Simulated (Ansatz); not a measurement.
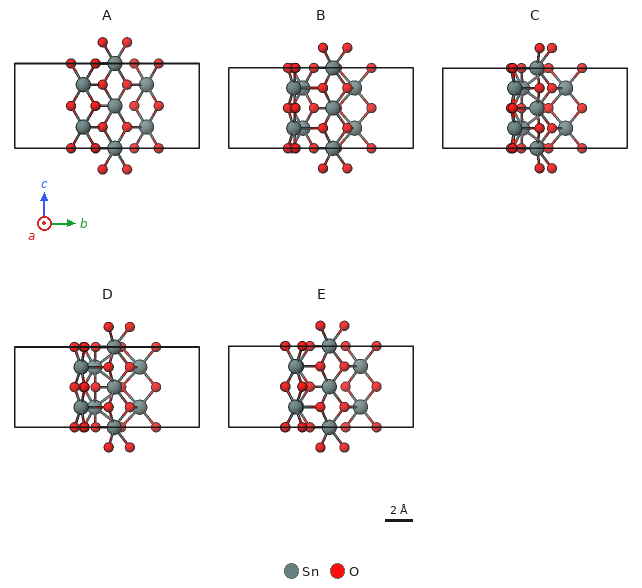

5 geometries from one relaxation of a wire of composition SnO2, in shuffled order. Style: ball-and-stick. Shown: the 2 repeat of the cell, with the vacuum cut short, along the a axis.

Case: wire along [0 0 1], 12 atoms a period.

These are results of DFT PBE, scalar-relativistic, plane waves, PAW in Ansatz 0.2.0, not measurements. Settings: plane-wave cutoff 420 eV; k-point mesh 1 × 1 × 10; occupations gaussian; smearing width 0.05 eV; no spin polarisation; cell relaxed at fixed a, b, alpha, beta, gamma; force threshold 0.02 eV/Å; at most 45 steps.

Q: Put them in the order of the run, from the start to the converged end.

A: A, E, B, D, C. They are steps 0, 4, 9, 13, 27, at +2.351 eV per cell of the calculation, +1.332 eV per cell of the calculation, +1.005 eV per cell of the calculation, +0.463 eV per cell of the calculation relative to the last. After 22 accepted moves (27 points after the start) the energy has fallen by 2.351 eV per cell of the calculation. The largest force component goes from 1.4 to 0.0093 eV/Å. The line search rejected the trial steps at points 15, 20, 22 of the run. At 2 points the geometry stayed and the basis and grid were re-selected for the new cell (energy shift of 26.1 meV per cell of the calculation at most each time). The largest move relative to the centre of the atoms is that of an O atom, 1.24 Å. By element the largest moves are O 1.24 Å, Sn 1.01 Å. Along the periodic axis the drawn cell goes c 6.476 → 6.124 Å (−5.4 %). Some distances before and after: O–Sn 4.319 → 2.528 Å, O–Sn 3.660 → 2.198 Å, O–Sn 2.089 → 1.995 Å, O–Sn 2.089 → 2.160 Å. New bonds form, among them: O–Sn (3.66 → 2.20 Å). Bond angles that change, for instance: O–Sn–O 180.0° → 140.1°, O–Sn–O 90.0° → 127.8°, Sn–O–Sn 129.2° → 102.5°.
